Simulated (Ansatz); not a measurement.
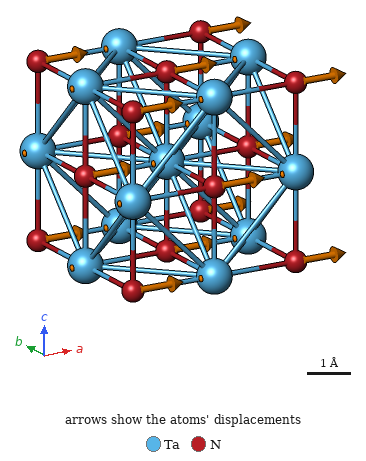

One vibrational mode of a crystal of TaN at the zone centre. The orange arrows are the displacements of the atoms (eigenvector over the root of the mass), of arbitrary overall length and sign. A ball-and-stick model of the conventional cell (4 times the calculation's cell), seen from a free direction. Lengths and directions refer to the drawn axes.

Computed with DFT PBE, scalar-relativistic, plane waves, PAW (Ansatz). Settings: plane-wave cutoff 420 eV; k-point mesh 24 × 24 × 24; occupations gaussian; smearing width 0.15 eV; no spin polarisation.

Question: Give the symmetry, activity and frequency of this mode.

Answer: This is the T₁u mode (triply degenerate; one member of the set is drawn) at 384 cm⁻¹, the only optical level, infrared-active by symmetry. The N sublattice moves against the Ta sublattice, along a; it stretches the shortest N–Ta bonds (2.21 Å); the kinetic energy is shared as N 93 %, Ta 7 %. The crystal is a metal, so free carriers screen the infrared response.
